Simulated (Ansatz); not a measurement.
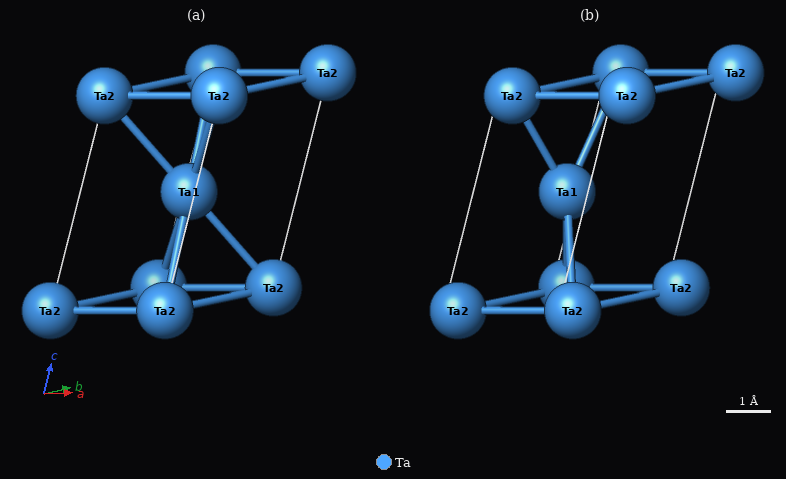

The structure of crystalline Ta (set up in Fm-3m) before (left) and after (right) a relaxation, at one scale.

Style: ball-and-stick. Shown: the cell of the calculation, from a free direction.

The calculation used Ansatz 0.2.0, DFT r2SCAN, scalar-relativistic, plane waves, PAW. Settings: plane-wave cutoff 500 eV; k-point mesh 12 × 12 × 14; occupations gaussian; smearing width 0.15 eV; no spin polarisation.

Question: What changed between the two?

Answer: The largest moves, 0.39 Å, are those of Ta1 and Ta2. Ta1 goes along −a. The cell doesn't change. Near-neighbour distances that change, for instance: Ta1–Ta2 2.975 → 3.426 Å, Ta1–Ta2 (another image) 2.975 → 2.675 Å, Ta1–Ta2 (another image) 2.975 → 3.073 Å. The space group (tolerance 0.01 Å) goes from Fm-3m (No. 225) to C2/c (No. 15).
